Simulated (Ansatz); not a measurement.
Consider Ga₈P₈H (cell with a defect).

```
CELL_PARAMETERS angstrom
0.00000 5.50512 -5.50512
5.50512 5.50512 0.00000
5.50512 0.00000 -5.50512
ATOMIC_POSITIONS crystal
Ga 0.49920 0.49920 0.00080
Ga 0.49920 0.00080 0.00080
Ga 0.00080 0.49920 0.00080
Ga 0.00000 0.00000 0.00000
Ga 0.50000 0.50000 0.50000
Ga 0.49920 0.00080 0.49920
Ga 0.00080 0.49920 0.49920
Ga 0.00080 0.00080 0.49920
P 0.37507 0.37507 0.37507
P 0.37507 0.87480 0.37507
P 0.87480 0.37507 0.37507
P 0.87336 0.87336 0.37992
P 0.37507 0.37507 0.87480
P 0.37992 0.87336 0.87336
P 0.87336 0.37992 0.87336
P 0.87336 0.87336 0.87336
H 0.75000 0.75000 0.75000
```

Spin-polarised.

Method: Ansatz, DFT PBE, scalar-relativistic, plane waves, PAW.

What can the converged valence pseudo-density and electron localisation function tell about the bonding?

Answer. P–H (2.35 Å): the density is about 0.27 e/Å³ at the midpoint; the ELF climbs to about 1 towards the hydrogen, as it does in any bond to H.
Ga–P (2.38 Å): ρ at the midpoint is about 0.53 e/Å³; the ELF peaks at about 0.90 in the valence shell of P, 0.8 Å from its nucleus, and is about 0.75 at the midpoint.

Does the calculation make it a metal, or give it a gap?

Answer. It is metallic or semimetallic at this level of theory: no gap opens.

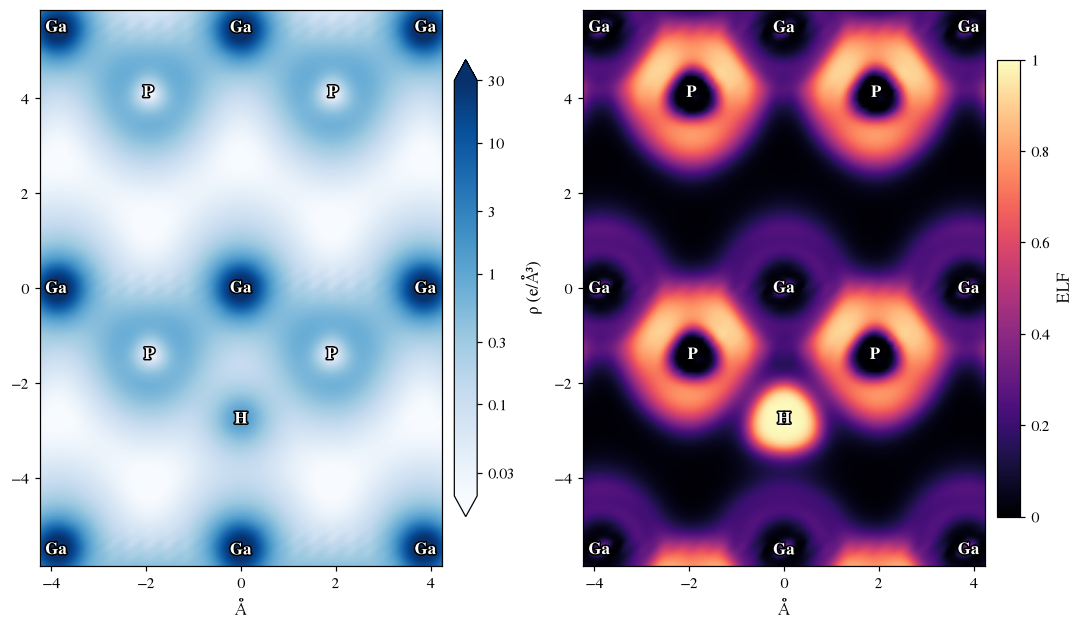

Computed valence pseudo-density and electron localisation function on the (101̄) plane of the calculation cell, in this order. 

Core electrons are frozen (PAW), and the valence fields are smoothed inside the atomic spheres.
